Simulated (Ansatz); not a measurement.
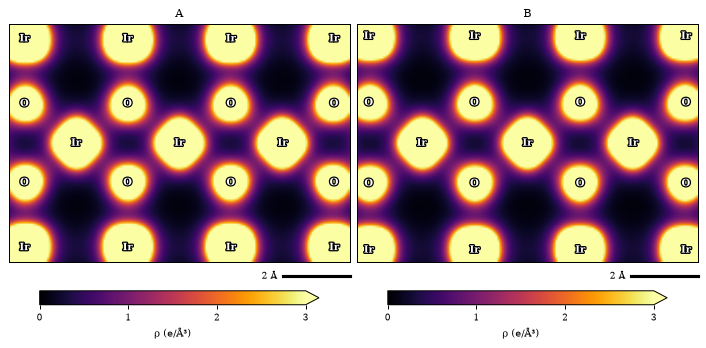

IrO2. The valence pseudo-density of two cells that differ in size, on the (110) plane of each (indices in the axes of the calculation cell), at one length scale and on one colour scale: B has 10.7 Å³ an atom and A 10.0.

Theory: Ansatz, DFT, PBEsol, PAW with Ansatz's default frozen-core files, scalar-relativistic.

**What does the compression do to the bonding and the properties?**

From the larger cell to the smaller, Ir–O goes from 1.99 to 1.94 Å, and the density at its midpoint from 0.91 to 1 e/Å³; the pressure goes from −4.8 to 19 GPa.
